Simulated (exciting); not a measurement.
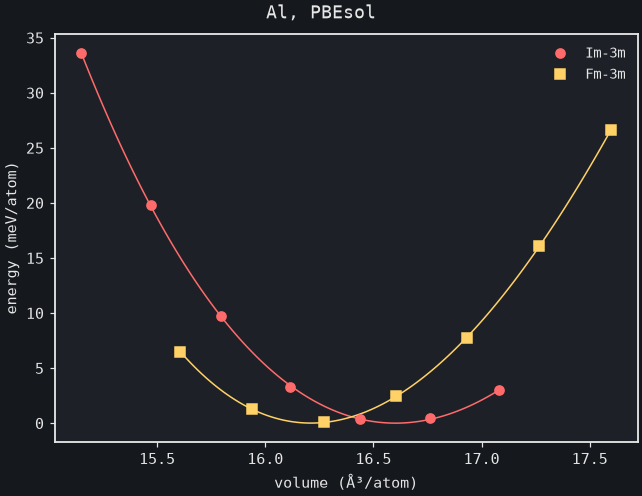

Caption: Energy against volume, with one curve for each structure, for Al. Each energy curve has its own zero, so the curves don't rank the structures.

Settings that differ: Im-3m: k mesh 12×12×12; Fm-3m: k mesh 11×11×11.

The fitted equilibrium volumes, smallest first, are Fm-3m 16.211, Im-3m 16.602 Å³/atom. The fitted bulk moduli, smallest first, are Im-3m 73.1, Fm-3m 85.3 GPa.

Method: all-electron LAPW DFT, no spin polarisation; energies at scaled volumes of the given cell, shape and fractions fixed, counted from the fit's minimum, third-order Birch-Murnaghan fit (exciting sodium). Level: PBEsol.

- occupations: Fermi–Dirac
- smearing width: 0.05 eV
- potentials: all electron LAPW+lo, shipped species files
